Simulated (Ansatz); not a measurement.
System: Ge, space group Fd-3m (No. 227) (one of a set of cubic test structures, which need not be the stable phase).

One of the inputs:
```
crystal:
  lattice:
    - [0.0, 2.862047076228, 2.862047076228]
    - [2.862047076228, 0.0, 2.862047076228]
    - [2.862047076228, 2.862047076228, 0.0]
  atoms:
    - { symbol: Ge, position: [0, 0, 0] }
    - { symbol: Ge, position: [0.25, 0.25, 0.25] }
kpoints:
  mp_grid: { grid: [10, 10, 10] }
hamiltonian:
  xc: r2scan
  pseudopotentials: { kind: paw }
scf:
  occupations: { method: fermi_dirac, width: 0.1 }
output:
  forces: true
  stress: true
```

Launched with:
```bash
ansatz run input.yaml --threads 1
```

How it was computed, with Ansatz 0.2.0 development build: equation of state of a cubic crystal from periodic Kohn-Sham density functional theory without spin, third-order Birch-Murnaghan fit to the free energies; pressure corrected for the finite basis. Level: r2SCAN.

```
                setting                   value
         structure type                 diamond
          atoms in cell                       2
     space group number                     227
       lattice centring  face-centred primitive
                 k mesh                10×10×10
      occupation method             Fermi–Dirac
       occupation width                  0.1 eV
            wave cutoff                  500 eV
               datasets              soft-1 PAW
      density tolerance                1e-07 eV
                  bands                      18
   density cutoff ratio                       4
search for lower states                 default
```

What does the calculation give for the energy above the lowest point and pressure against volume? The volume takes the values 22.01, 22.73, 23.44, 24.16, 24.88 Å³/atom.

A third-order Birch–Murnaghan fit gives V0 = 22.83 Å³/atom, B0 = 70.7 GPa and B′ = 4.9. The energy above the lowest point is 6.9 meV/atom at volume 22.01 Å³/atom and 34.2 meV/atom at 24.88 Å³/atom; the lowest computed point is at volume 22.73 Å³/atom (0.0 meV/atom). The pressure falls from 2.838 GPa at volume 22.01 Å³/atom to −4.931 GPa at 24.88 Å³/atom, and changes sign near 22.84 Å³/atom.

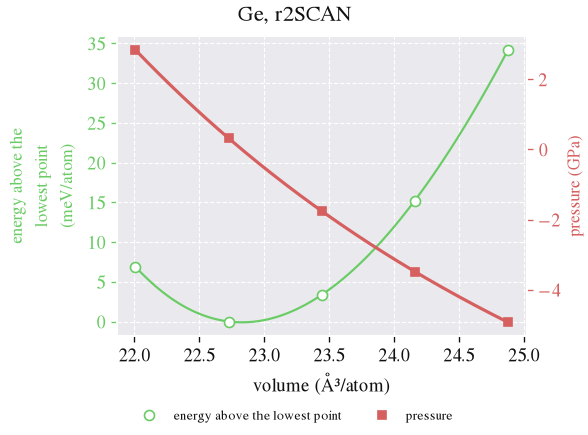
